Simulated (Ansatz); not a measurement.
# Geometry relaxation of BaTiO$_{3}$ (part 1 of 2)

BaTiO$_{3}$ (P4mm, 5 atoms in the cell), computed with DFT PBEsol, scalar-relativistic, plane waves, PAW, no spin polarisation (Ansatz 0.2.0).

The structure derives from an entry of the Crystallography Open Database.

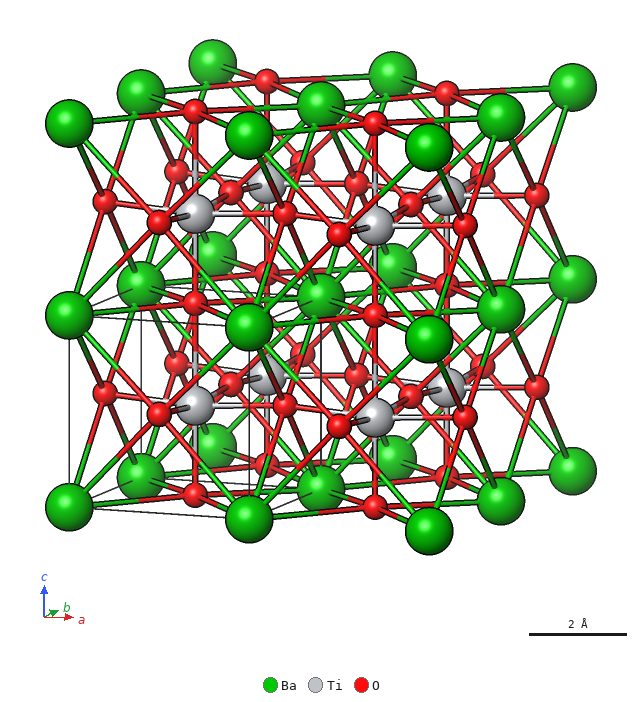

Fig. 1: The structure as given in the input (ball-and-stick view of the cell of the calculation, repeated 2 × 2 × 2, seen slightly off an axis). An atom can appear more than once, as a periodic image.

### Key numbers

```csv
quantity,value
outcome,converged
space group (tolerance 0.01 Å),P4mm (99)
electrons treated,40
free energy,−10027.4785 eV
Fermi energy,11.375 eV
gap on the k-point mesh,1.85 eV
pressure,−0.01 GPa
final volume,63.27 Å³
largest force (length of the vector) at the end,0.001 eV/Å
final cell,"a = 3.956 Å, b = 3.956 Å, c = 4.043 Å, α = 90.00°, β = 90.00°, γ = 90.00°"
hardware,"2 threads of Intel Xeon @ 2.90GHz (Ice Lake), 192 GiB of memory available, shared host"
wall time,65 s (CPU time 2.1 min)
peak memory,0.54 GiB
```

### Input
```yaml
crystal:
  lattice:
    - [3.9998, 0.0, 0.0]
    - [0.0, 3.9998, 0.0]
    - [0.0, 0.0, 4.018]
  atoms:
    - { symbol: Ba, position: [0.0, 0.0, 0.0] }
    - { symbol: Ti, position: [0.5, 0.5, 0.482] }
    - { symbol: O, position: [0.5, 0.5, 0.016] }
    - { symbol: O, position: [0.5, 0.0, 0.515] }
    - { symbol: O, position: [0.0, 0.5, 0.515] }
basis:
  ecutwfc: 420
kpoints:
  mp_grid: { grid: [8, 8, 8] }
hamiltonian:
  xc: pbesol
scf:
  occupations: { method: gaussian, width: 0.02 }
output:
  forces: true
  stress: true
  eigenvalues: true
relax:
  adjacent_minimum: "off"
  f_tol: 0.005
  max_steps: 80
  cell: { stress_tol: 0.05 }
```

Command:
```bash
ansatz run input.yaml --threads 2 --pin off --max-ram 5120MiB --backend cpu --events-out ev --progress --plain --runs-dir out
```

### What the program printed
```
Engine: ansatz 0.2.0, x86_64-unknown-linux-gnu
Pseudopotentials: kind: paw
Pseudopotential: Ba, paw, valence charge 10, recommended cutoff 420 eV (normal), Ba.paw.azcp
Pseudopotential: Ti, paw, valence charge 12, recommended cutoff 420 eV (normal), Ti.paw.azcp
Pseudopotential: O, paw, valence charge 6, recommended cutoff 420 eV (normal), O.paw.azcp
Functional definition: PBEsol
  exchange = pbesol_x
  correlation = pbesol_c
Crystal: 5 atoms, lattice volume = 64.282 Å³
Basis set: ecut = 420 eV, 1237 PW (Γ), exchange–correlation on 54×54×54 points (8 copies of the dense FFT grid, shifted against one another)
Bands: 25, of which v1, the nominal top of the filled ones, is band 20 counted from 1 (19 counted from 0)
Symmetry: 8 space group operations
Space group: P4mm (ITA 99), of the structure as read, at distance tolerance 4.0e-5 Å
k-points: 75 of 512 (time reversal used)
Non-local potential: Ba, projectors of the file, l = 0: 3, l = 1: 2, l = 2: 2, l = 3: 2
Non-local potential: Ti, projectors of the file, l = 0: 3, l = 1: 2, l = 2: 3, l = 3: 1
Non-local potential: O, projectors of the file, l = 0: 2, l = 1: 2, l = 2: 1
PAW form: soft (Blöchl's): semilocal exchange-correlation on the pseudo side does not see the compensation charge
PAW frozen core: Ba, regenerated for the run's functional, and the local potential with it (the file was generated under x = pbe(κ = 0.804, μ = 0.2195149727645171), c = pbe(β = 0.06672455060314922))
PAW frozen core: Ti, regenerated for the run's functional, and the local potential with it (the file was generated under x = pbe(κ = 0.804, μ = 0.2195149727645171), c = pbe(β = 0.06672455060314922))
PAW frozen core: O, regenerated for the run's functional, and the local potential with it (the file was generated under x = pbe(κ = 0.804, μ = 0.2195149727645171), c = pbe(β = 0.06672455060314922))
PAW one-centre angular grid: Ba, 194 points (default); XC on 64 Gauss nodes
PAW one-centre angular grid: Ti, 590 points (default); XC on 64 Gauss nodes
PAW one-centre angular grid: O, 110 points (default); XC on 64 Gauss nodes
Initial density: superposition of atomic densities (neutral atoms: chi_scale 0, normalization atom), corrected by the library's trained network
Initial wavefunctions: pseudopotential atomic-orbital guess
Functional: x = pbesol(κ = 0.804, μ = 0.12345679012345678), c = pbesol(β = 0.046)
SCF iter   1: F=—  HF=-10027.489829 eV  |F-HF|=—  |Δ(HF+E_count)|=         —  Δρ=1.72e-2  dr2=1.65e-1  ethr=1.77e-3  ⟨swp⟩=6.4  Hψ=9489  notcnv=0
preconditioner: auto → Resta (q_TF=auto, 2.521 Å⁻¹)  ε∞=5.9  [insulator: Δε(μ)=1.596 eV  Ē_g=11.871 eV  σ=0.020 eV  W_gap=1.00  n_scr=18 (ndim 8)  ℏωp=26.2 eV  f_vac=0.000  D(μ)=0.00/eV (n_scr^D=0)  ε∞_Penn≈5.9]
SCF iter   2: F=—  HF=-10027.456530 eV  |F-HF|=—  |Δ(HF+E_count)|=   3.33e-2  Δρ=4.46e-3  dr2=1.55e-2  ethr=4.13e-4  ⟨swp⟩=2.5  Hψ=3515  notcnv=0  defer=74
SCF iter   3: F=—  HF=-10027.454732 eV  |F-HF|=—  |Δ(HF+E_count)|=   1.80e-3  Δρ=1.49e-3  dr2=1.77e-3  ethr=3.87e-5  ⟨swp⟩=2.0  Hψ=2797  notcnv=0  defer=75
SCF iter   4: F=—  HF=-10027.454500 eV  |F-HF|=—  |Δ(HF+E_count)|=   2.32e-4  Δρ=1.64e-4  dr2=1.69e-5  ethr=4.43e-6  ⟨swp⟩=2.0  Hψ=3372  notcnv=0  defer=75
SCF iter   5: F=—  HF=-10027.454232 eV  |F-HF|=—  |Δ(HF+E_count)|=   2.68e-4  Δρ=3.14e-5  dr2=6.51e-7  ethr=4.22e-8  ⟨swp⟩=2.0  Hψ=3246  notcnv=0  defer=74
SCF iter   6: F=-10027.454232 eV  HF=-10027.454232 eV  |F-HF|=2.86e-8  |Δ(HF+E_count)|=   1.19e-7  Δρ=1.23e-5  dr2=6.59e-8  ethr=2.50e-10  ⟨swp⟩=10.4  Hψ=10395  notcnv=0
SCF 1 converged in 6 iterations: F = -10027.454232 eV  dr2 = 6.59e-8
  greatest PAW one-centre occupation: 0.999 electrons in one spin orbital (limit 2), on the Ti atom at site 1 (counted from 0), in its partial waves of l = 0
relax step   1: F+E_penalty+E_count = -10027.45423225 eV  Δ(F+E_penalty+E_count) = +0.000e0 eV  max|allowed force component| = 4.033e-1 eV/Å  Δτ_max = 0.0000 Å  P = -3.610 GPa  Ω = 64.282 Å³  (6 SCF iters, dr2 threshold 1.00e-7 eV, accepted)
Crystal: 5 atoms, lattice volume = 63.037 Å³
Initial density: handed on by an earlier stage of this run
Initial wavefunctions: those handed on with the density
iter 1 solved again at ethr=5.11e-5 eV; its pass at ethr=3.10e-3 eV (dr2=2.04e-2 eV) is discarded
SCF iter   1: F=—  HF=-10027.476105 eV  |F-HF|=—  |Δ(HF+E_count)|=         —  Δρ=5.06e-3  dr2=2.08e-2  ethr=5.11e-5  ⟨swp⟩=1.2  Hψ=10124  notcnv=0
preconditioner: auto → Resta (q_TF=auto, 2.529 Å⁻¹)  ε∞=5.8  [insulator: Δε(μ)=1.906 eV  Ē_g=12.089 eV  σ=0.020 eV  W_gap=1.00  n_scr=18 (ndim 8)  ℏωp=26.5 eV  f_vac=0.000  D(μ)=0.00/eV (n_scr^D=0)  ε∞_Penn≈5.8]
SCF iter   2: F=—  HF=-10027.471256 eV  |F-HF|=—  |Δ(HF+E_count)|=   4.85e-3  Δρ=2.44e-3  dr2=5.80e-3  ethr=5.11e-5  ⟨swp⟩=3.1  Hψ=3152  notcnv=0
SCF iter   3: F=—  HF=-10027.469377 eV  |F-HF|=—  |Δ(HF+E_count)|=   1.88e-3  Δρ=5.16e-4  dr2=2.02e-4  ethr=1.45e-5  ⟨swp⟩=2.1  Hψ=3152  notcnv=0
SCF iter   4: F=—  HF=-10027.469044 eV  |F-HF|=—  |Δ(HF+E_count)|=   3.33e-4  Δρ=1.67e-4  dr2=1.33e-5  ethr=5.04e-7  ⟨swp⟩=2.0  Hψ=3246  notcnv=0
SCF iter   5: F=—  HF=-10027.469047 eV  |F-HF|=—  |Δ(HF+E_count)|=   3.20e-6  Δρ=3.56e-5  dr2=5.48e-7  ethr=3.34e-8  ⟨swp⟩=2.1  Hψ=2872  notcnv=0
SCF iter   6: F=-10027.469047 eV  HF=-10027.469047 eV  |F-HF|=1.24e-9  |Δ(HF+E_count)|=   1.76e-7  Δρ=9.79e-6  dr2=3.95e-8  ethr=1.25e-9  ⟨swp⟩=6.3  Hψ=8701  notcnv=0
SCF 2 converged in 6 iterations: F = -10027.469047 eV  dr2 = 3.95e-8
relax step   2: F+E_penalty+E_count = -10027.46904738 eV  Δ(F+E_penalty+E_count) = -1.482e-2 eV  max|allowed force component| = 3.593e-1 eV/Å  Δτ_max = 0.0551 Å  P = +0.210 GPa  Ω = 63.037 Å³  energy of the carried Pulay correction = +4.630e-3 eV  (6 SCF iters, dr2 threshold 5.00e-7 eV, accepted)
Crystal: 5 atoms, lattice volume = 63.004 Å³
iter 1 solved again at ethr=2.30e-5 eV; its pass at ethr=3.10e-3 eV (dr2=9.20e-3 eV) is discarded
SCF iter   1: F=—  HF=-10027.484042 eV  |F-HF|=—  |Δ(HF+E_count)|=         —  Δρ=3.00e-3  dr2=9.73e-3  ethr=2.30e-5  ⟨swp⟩=2.0  Hψ=8982  notcnv=0
preconditioner: auto → Resta (q_TF=auto, 2.529 Å⁻¹)  ε∞=5.8  [insulator: Δε(μ)=1.824 eV  Ē_g=12.074 eV  σ=0.020 eV  W_gap=1.00  n_scr=18 (ndim 8)  ℏωp=26.5 eV  f_vac=0.000  D(μ)=0.00/eV (n_scr^D=0)  ε∞_Penn≈5.8]
SCF iter   2: F=—  HF=-10027.481638 eV  |F-HF|=—  |Δ(HF+E_count)|=   2.40e-3  Δρ=1.60e-3  dr2=3.11e-3  ethr=2.30e-5  ⟨swp⟩=2.2  Hψ=2786  notcnv=0
SCF iter   3: F=—  HF=-10027.480526 eV  |F-HF|=—  |Δ(HF+E_count)|=   1.11e-3  Δρ=2.57e-4  dr2=4.57e-5  ethr=7.77e-6  ⟨swp⟩=2.0  Hψ=2989  notcnv=0
SCF iter   4: F=—  HF=-10027.480236 eV  |F-HF|=—  |Δ(HF+E_count)|=   2.89e-4  Δρ=8.62e-5  dr2=3.28e-6  ethr=1.14e-7  ⟨swp⟩=2.2  Hψ=3309  notcnv=0
iter 5 did not close the SCF: its close was put off for the readings that it lacked (scf_convergence_deferred on its scf_iter line)
SCF iter   5: F=-10027.480237 eV  HF=-10027.480237 eV  |F-HF|=4.57e-8  |Δ(HF+E_count)|=   8.27e-7  Δρ=1.50e-5  dr2=9.18e-8  ethr=8.21e-9  ⟨swp⟩=2.3  Hψ=2936  notcnv=0
SCF iter   6: F=-10027.480237 eV  HF=-10027.480237 eV  |F-HF|=7.33e-10  |Δ(HF+E_count)|=   7.21e-8  Δρ=3.16e-6  dr2=4.43e-9  ethr=2.30e-10  ⟨swp⟩=2.8  Hψ=6880  notcnv=0
SCF 3 converged in 6 iterations: F = -10027.480237 eV  dr2 = 4.43e-9
relax step   3: F+E_penalty+E_count = -10027.48023707 eV  Δ(F+E_penalty+E_count) = -1.119e-2 eV  max|allowed force component| = 9.783e-2 eV/Å  Δτ_max = 0.0415 Å  P = +0.085 GPa  Ω = 63.004 Å³  energy of the carried Pulay correction = +4.754e-3 eV  (6 SCF iters, dr2 threshold 5.00e-7 eV, accepted)
Crystal: 5 atoms, lattice volume = 63.068 Å³
Basis set: ecut = 420 eV, 1221 PW (Γ), exchange–correlation on 54×54×54 points (8 copies of the dense FFT grid, shifted against one another)
iter 1 solved again at ethr=2.75e-7 eV; its pass at ethr=3.10e-3 eV (dr2=1.10e-4 eV) is discarded
SCF iter   1: F=—  HF=-10027.481171 eV  |F-HF|=—  |Δ(HF+E_count)|=         —  Δρ=4.30e-4  dr2=1.22e-4  ethr=2.75e-7  ⟨swp⟩=2.0  Hψ=9864  notcnv=0
preconditioner: auto → Resta (q_TF=auto, 2.529 Å⁻¹)  ε∞=5.8  [insulator: Δε(μ)=1.834 eV  Ē_g=12.075 eV  σ=0.020 eV  W_gap=1.00  n_scr=18 (ndim 8)  ℏωp=26.5 eV  f_vac=0.000  D(μ)=0.00/eV (n_scr^D=0)  ε∞_Penn≈5.8]
SCF iter   2: F=—  HF=-10027.480863 eV  |F-HF|=—  |Δ(HF+E_count)|=   3.07e-4  Δρ=2.33e-4  dr2=4.24e-5  ethr=2.75e-7  ⟨swp⟩=1.1  Hψ=1896  notcnv=0
SCF iter   3: F=—  HF=-10027.480851 eV  |F-HF|=—  |Δ(HF+E_count)|=   1.23e-5  Δρ=3.66e-5  dr2=9.02e-7  ethr=1.06e-7  ⟨swp⟩=2.2  Hψ=3178  notcnv=0
iter 4 did not close the SCF: its close was put off for the readings that it lacked (scf_convergence_deferred on its scf_iter line)
SCF iter   4: F=-10027.480851 eV  HF=-10027.480851 eV  |F-HF|=7.18e-9  |Δ(HF+E_count)|=   1.31e-7  Δρ=1.23e-5  dr2=9.80e-8  ethr=2.25e-9  ⟨swp⟩=2.5  Hψ=3052  notcnv=0
iter 5 did not close the SCF: its close was put off for the readings that it lacked (scf_convergence_deferred on its scf_iter line)
SCF iter   5: F=-10027.480851 eV  HF=-10027.480851 eV  |F-HF|=8.17e-10  |Δ(HF+E_count)|=   1.36e-8  Δρ=2.57e-6  dr2=4.83e-9  ethr=2.45e-10  ⟨swp⟩=2.1  Hψ=3055  notcnv=0
SCF iter   6: F=-10027.480851 eV  HF=-10027.480851 eV  |F-HF|=3.29e-10  |Δ(HF+E_count)|=  4.87e-10  Δρ=1.20e-6  dr2=7.26e-10  ethr=1.21e-11  ⟨swp⟩=2.2  Hψ=5839  notcnv=0
SCF 4 converged in 6 iterations: F = -10027.480851 eV  dr2 = 7.26e-10
relax step   4: F+E_penalty+E_count = -10027.48085101 eV  Δ(F+E_penalty+E_count) = -6.139e-4 eV  max|allowed force component| = 7.957e-2 eV/Å  Δτ_max = 0.0032 Å  P = -0.022 GPa  Ω = 63.068 Å³  energy of the carried Pulay correction = +4.514e-3 eV  (6 SCF iters, dr2 threshold 5.00e-7 eV, accepted)
Crystal: 5 atoms, lattice volume = 63.114 Å³
iter 1 solved again at ethr=5.37e-7 eV; its pass at ethr=3.10e-3 eV (dr2=2.15e-4 eV) is discarded
SCF iter   1: F=—  HF=-10027.481581 eV  |F-HF|=—  |Δ(HF+E_count)|=         —  Δρ=6.18e-4  dr2=2.28e-4  ethr=5.37e-7  ⟨swp⟩=2.0  Hψ=9887  notcnv=0
preconditioner: auto → Resta (q_TF=auto, 2.529 Å⁻¹)  ε∞=5.8  [insulator: Δε(μ)=1.832 eV  Ē_g=12.082 eV  σ=0.020 eV  W_gap=1.00  n_scr=18 (ndim 8)  ℏωp=26.4 eV  f_vac=0.000  D(μ)=0.00/eV (n_scr^D=0)  ε∞_Penn≈5.8]
SCF iter   2: F=—  HF=-10027.481262 eV  |F-HF|=—  |Δ(HF+E_count)|=   3.19e-4  Δρ=3.36e-4  dr2=7.81e-5  ethr=5.37e-7  ⟨swp⟩=1.1  Hψ=1884  notcnv=0
SCF iter   3: F=—  HF=-10027.481243 eV  |F-HF|=—  |Δ(HF+E_count)|=   1.95e-5  Δρ=5.24e-5  dr2=1.84e-6  ethr=1.95e-7  ⟨swp⟩=2.2  Hψ=3013  notcnv=0
iter 4 did not close the SCF: its close was put off for the readings that it lacked (scf_convergence_deferred on its scf_iter line)
SCF iter   4: F=-10027.481242 eV  HF=-10027.481242 eV  |F-HF|=7.14e-9  |Δ(HF+E_count)|=   3.40e-7  Δρ=1.59e-5  dr2=1.46e-7  ethr=4.60e-9  ⟨swp⟩=2.1  Hψ=2729  notcnv=0
iter 5 did not close the SCF: its close was put off for the readings that it lacked (scf_convergence_deferred on its scf_iter line)
SCF iter   5: F=-10027.481242 eV  HF=-10027.481242 eV  |F-HF|=5.38e-9  |Δ(HF+E_count)|=   2.62e-8  Δρ=4.67e-6  dr2=1.55e-8  ethr=3.65e-10  ⟨swp⟩=2.9  Hψ=3421  notcnv=0
SCF iter   6: F=-10027.481242 eV  HF=-10027.481242 eV  |F-HF|=4.11e-10  |Δ(HF+E_count)|=  3.73e-10  Δρ=1.50e-6  dr2=1.50e-9  ethr=3.88e-11  ⟨swp⟩=2.4  Hψ=5741  notcnv=0
SCF 5 converged in 6 iterations: F = -10027.481242 eV  dr2 = 1.50e-9
relax step   5: F+E_penalty+E_count = -10027.48124224 eV  Δ(F+E_penalty+E_count) = -3.912e-4 eV  max|allowed force component| = 7.667e-2 eV/Å  Δτ_max = 0.0055 Å  P = -0.001 GPa  Ω = 63.114 Å³  energy of the carried Pulay correction = +4.341e-3 eV  (6 SCF iters, dr2 threshold 3.96e-7 eV, accepted)
Crystal: 5 atoms, lattice volume = 63.247 Å³
Basis set: ecut = 420 eV, 1229 PW (Γ), exchange–correlation on 54×54×54 points (8 copies of the dense FFT grid, shifted against one another)
iter 1 solved again at ethr=4.59e-6 eV; its pass at ethr=3.10e-3 eV (dr2=1.84e-3 eV) is discarded
SCF iter   1: F=—  HF=-10027.482447 eV  |F-HF|=—  |Δ(HF+E_count)|=         —  Δρ=1.89e-3  dr2=1.88e-3  ethr=4.59e-6  ⟨swp⟩=2.0  Hψ=9934  notcnv=0
preconditioner: auto → Resta (q_TF=auto, 2.528 Å⁻¹)  ε∞=5.8  [insulator: Δε(μ)=1.829 eV  Ē_g=12.094 eV  σ=0.020 eV  W_gap=1.00  n_scr=18 (ndim 8)  ℏωp=26.4 eV  f_vac=0.000  D(μ)=0.00/eV (n_scr^D=0)  ε∞_Penn≈5.8]
SCF iter   2: F=—  HF=-10027.482155 eV  |F-HF|=—  |Δ(HF+E_count)|=   2.92e-4  Δρ=1.01e-3  dr2=5.87e-4  ethr=4.59e-6  ⟨swp⟩=2.0  Hψ=2231  notcnv=0
SCF iter   3: F=—  HF=-10027.482028 eV  |F-HF|=—  |Δ(HF+E_count)|=   1.27e-4  Δρ=1.17e-4  dr2=1.05e-5  ethr=1.47e-6  ⟨swp⟩=2.3  Hψ=3039  notcnv=0
SCF iter   4: F=—  HF=-10027.481748 eV  |F-HF|=—  |Δ(HF+E_count)|=   2.80e-4  Δρ=4.14e-5  dr2=8.20e-7  ethr=2.62e-8  ⟨swp⟩=2.0  Hψ=3316  notcnv=0
iter 5 did not close the SCF: its close was put off for the readings that it lacked (scf_convergence_deferred on its scf_iter line)
SCF iter   5: F=-10027.481748 eV  HF=-10027.481748 eV  |F-HF|=2.35e-8  |Δ(HF+E_count)|=   6.41e-8  Δρ=1.05e-5  dr2=5.35e-8  ethr=2.05e-9  ⟨swp⟩=2.2  Hψ=3232  notcnv=0
SCF iter   6: F=-10027.481748 eV  HF=-10027.481748 eV  |F-HF|=4.89e-10  |Δ(HF+E_count)|=   1.36e-9  Δρ=2.70e-6  dr2=3.09e-9  ethr=1.34e-10  ⟨swp⟩=3.2  Hψ=6880  notcnv=0
SCF 6 converged in 6 iterations: F = -10027.481748 eV  dr2 = 3.09e-9
relax step   6: F+E_penalty+E_count = -10027.48174787 eV  Δ(F+E_penalty+E_count) = -5.056e-4 eV  max|allowed force component| = 8.673e-3 eV/Å  Δτ_max = 0.0137 Å  P = +0.073 GPa  Ω = 63.247 Å³  energy of the carried Pulay correction = +3.843e-3 eV  (6 SCF iters, dr2 threshold 3.67e-7 eV, accepted)
Crystal: 5 atoms, lattice volume = 63.295 Å³
iter 1 solved again at ethr=6.39e-8 eV; its pass at ethr=3.10e-3 eV (dr2=2.56e-5 eV) is discarded
SCF iter   1: F=—  HF=-10027.481879 eV  |F-HF|=—  |Δ(HF+E_count)|=         —  Δρ=2.14e-4  dr2=2.76e-5  ethr=6.39e-8  ⟨swp⟩=2.0  Hψ=9669  notcnv=0
preconditioner: auto → Resta (q_TF=auto, 2.527 Å⁻¹)  ε∞=5.8  [insulator: Δε(μ)=1.846 eV  Ē_g=12.113 eV  σ=0.020 eV  W_gap=1.00  n_scr=18 (ndim 8)  ℏωp=26.4 eV  f_vac=0.000  D(μ)=0.00/eV (n_scr^D=0)  ε∞_Penn≈5.8]
SCF iter   2: F=—  HF=-10027.481596 eV  |F-HF|=—  |Δ(HF+E_count)|=   2.83e-4  Δρ=1.15e-4  dr2=9.32e-6  ethr=6.39e-8  ⟨swp⟩=2.5  Hψ=3297  notcnv=0
SCF iter   3: F=—  HF=-10027.481594 eV  |F-HF|=—  |Δ(HF+E_count)|=   2.07e-6  Δρ=1.77e-5  dr2=1.87e-7  ethr=2.33e-8  ⟨swp⟩=2.7  Hψ=2616  notcnv=0
iter 4 did not close the SCF: its close was put off for the readings that it lacked (scf_convergence_deferred on its scf_iter line)
SCF iter   4: F=-10027.481594 eV  HF=-10027.481594 eV  |F-HF|=2.54e-9  |Δ(HF+E_count)|=   9.40e-9  Δρ=5.38e-6  dr2=1.32e-8  ethr=4.68e-10  ⟨swp⟩=2.4  Hψ=3242  notcnv=0
iter 5 did not close the SCF: its close was put off for the readings that it lacked (scf_convergence_deferred on its scf_iter line)
SCF iter   5: F=-10027.481594 eV  HF=-10027.481594 eV  |F-HF|=3.46e-11  |Δ(HF+E_count)|=   4.68e-9  Δρ=9.69e-7  dr2=5.78e-10  ethr=3.29e-11  ⟨swp⟩=2.5  Hψ=3147  notcnv=0
SCF iter   6: F=-10027.481594 eV  HF=-10027.481594 eV  |F-HF|=1.64e-11  |Δ(HF+E_count)|=  1.36e-10  Δρ=2.63e-7  dr2=5.74e-11  ethr=1.44e-12  ⟨swp⟩=2.3  Hψ=5714  notcnv=0
SCF 7 converged in 6 iterations: F = -10027.481594 eV  dr2 = 5.74e-11
relax step   7: F+E_penalty+E_count = -10027.48159420 eV  Δ(F+E_penalty+E_count) = +1.537e-4 eV  max|allowed force component| = 1.137e-3 eV/Å  Δτ_max = 0.0017 Å  P = -0.009 GPa  Ω = 63.295 Å³  energy of the carried Pulay correction = +3.664e-3 eV  (6 SCF iters, dr2 threshold 4.32e-8 eV, accepted)
Basis set: ecut = 420 eV, 1229 PW (Γ), exchange–correlation on 54×54×60 points (8 copies of the dense FFT grid, shifted against one another)
Initial wavefunctions: pseudopotential atomic-orbital guess (no wavefunctions were taken with the density)
iter 1 solved again at ethr=2.16e-8 eV; its pass at ethr=3.10e-3 eV (dr2=8.65e-6 eV) is discarded
```
